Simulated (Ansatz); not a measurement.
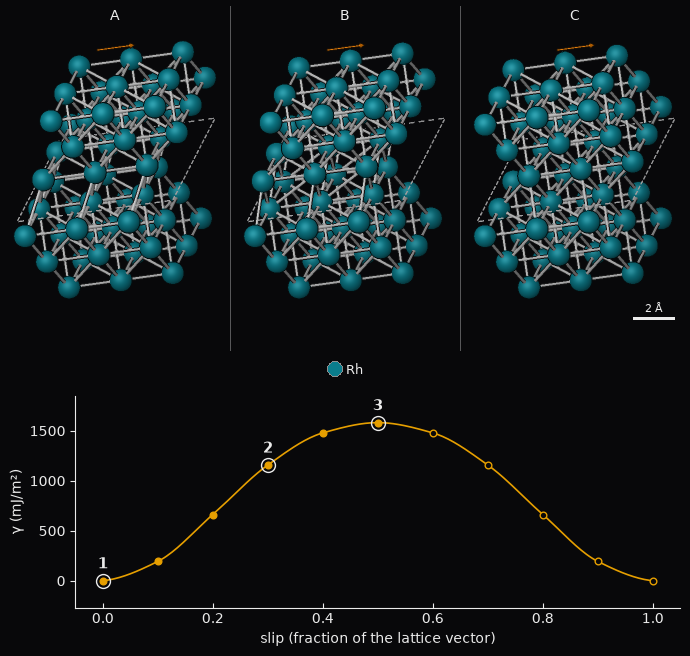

Crystalline Rh (Fm-3m): the crystal above a cut along the (1 1 1) plane of the conventional cell (between a plane of Rh below and one of Rh above, 2.18 Å apart) is slid rigidly by fractions of an in-plane lattice vector 2.67 Å long (a generalised stacking fault). One cut stands in each cell, which starts 13.1 Å high; nothing is relaxed, and the dashed outline marks the cut, the arrow on top the direction of slip. The frames are shuffled; the numbered points of the plot belong to them. Hollow markers are points alike by symmetry, not computed again. The picture is a ball-and-stick view of the layers on both sides of the cut, seen obliquely from above.

Level of theory: DFT PBEsol, scalar-relativistic, plane waves, PAW in Ansatz. (plane-wave cutoff 420 eV; k-point mesh 25 × 25 × 5; occupations gaussian; smearing width 0.15 eV; no spin polarisation). Energies (free energies at the smearing named) are counted from the relaxed crystal.

Q: Which frame belongs to which numbered point?

A: Point 1 is frame C (the slip 0.00, 0 mJ/m²); 2 is frame B (the slip 0.30, 1157 mJ/m²); 3 is frame A (the slip 0.50, 1581 mJ/m²). The curve starts and ends at zero, since a full lattice vector restores the crystal. Its highest computed point is 1581 mJ/m² at slip 0.50, which the unstable stacking-fault energy of this rigid path equals or slightly exceeds. No local minimum shows among the points, so there is no metastable fault on this line. The path is symmetric about half-way. Relaxation across the fault would lower the values.
